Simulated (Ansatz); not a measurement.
## Electronic structure of GeSe in real space

The calculation's input:

```
crystal:
  lattice:
    - [10.962394555, 0.0, 0.0]
    - [0.0, 3.876740581, 0.0]
    - [0.0, 0.0, 4.4288126045]
  atoms:
    - { symbol: Ge, position: [0.3767545136, 0.75, 0.6141826063] }
    - { symbol: Ge, position: [0.1232454864, 0.25, 0.1141826063] }
    - { symbol: Ge, position: [0.8767545136, 0.75, 0.8858173937] }
    - { symbol: Ge, position: [0.6232454864, 0.25, 0.3858173937] }
    - { symbol: Se, position: [0.1453716176, 0.75, 0.502186279] }
    - { symbol: Se, position: [0.3546283824, 0.25, 0.002186279] }
    - { symbol: Se, position: [0.6453716176, 0.75, 0.997813721] }
    - { symbol: Se, position: [0.8546283824, 0.25, 0.497813721] }
basis:
  ecutwfc: 420
kpoints:
  mp_grid: { grid: [4, 8, 6] }
hamiltonian:
  xc: pbe
  dispersion: d3bj
scf:
  occupations: { method: gaussian, width: 0.05 }
output:
  forces: true
  stress: true
  eigenvalues: true
  write_density: true
  write_potential: true
  elf: true
  volumetric_format: npy
```

Command:

```sh
ansatz run input.yaml --threads 2 --pin off --max-ram 5120MiB --backend cpu --events-out ev --progress --plain --runs-dir out
```

Below, planes, directions and counts refer to the conventional cell (a = 10.96 Å, b = 3.88 Å, c = 4.43 Å, α = 90.00°, β = 90.00°, γ = 90.00°).

Space group Pnma.

Level of theory: DFT PBE+D3(BJ), scalar-relativistic, plane waves, PAW in Ansatz 0.2.0.

In a PAW calculation such maps are meaningful between the atoms, not at the nuclei.

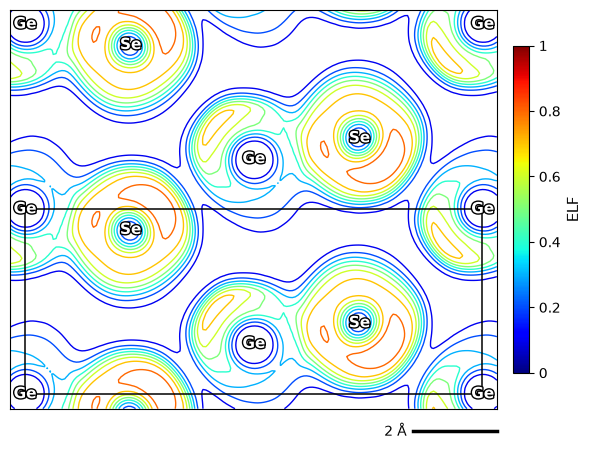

Figure 1. ELF on the (010) plane of the conventional cell.

> What does the map show?

- The plane passes through Ge and Se nuclei.
- Ge–Se (2.58 Å): the ELF is about 0.70 at the midpoint.
- The ELF also peaks beside Se, away from the bonds: lone-pair regions.

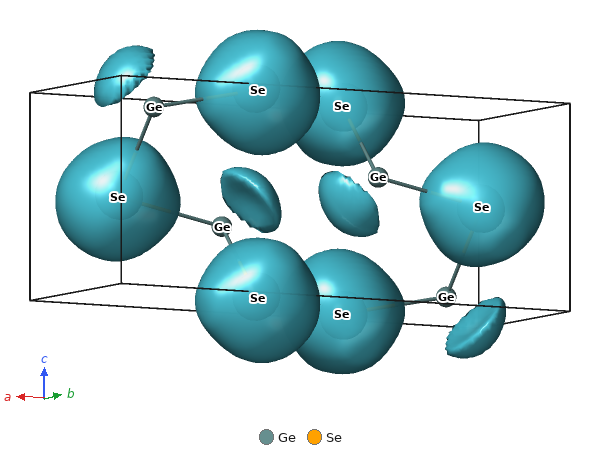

Figure 2. Isosurface of the ELF at 0.6 (cyan), seen at an oblique angle. Only the valence region is drawn (cores and ρ < 0.01 e/Å³ removed). Sticks mark near contacts.

> What do the ELF domains correspond to?

The ELF exceeds this value in four regions on Se in which the atom's valence shell and bonds are merged and four lobes on Ge, pointing away from the bonds (lone pairs), counted in one cell of 8 atoms. Regions shared between cells count once.

> Does the calculation give a band gap?

It is gapped, with a Kohn–Sham gap of 0.73 eV on the k-point mesh, an upper bound to the gap of this method.
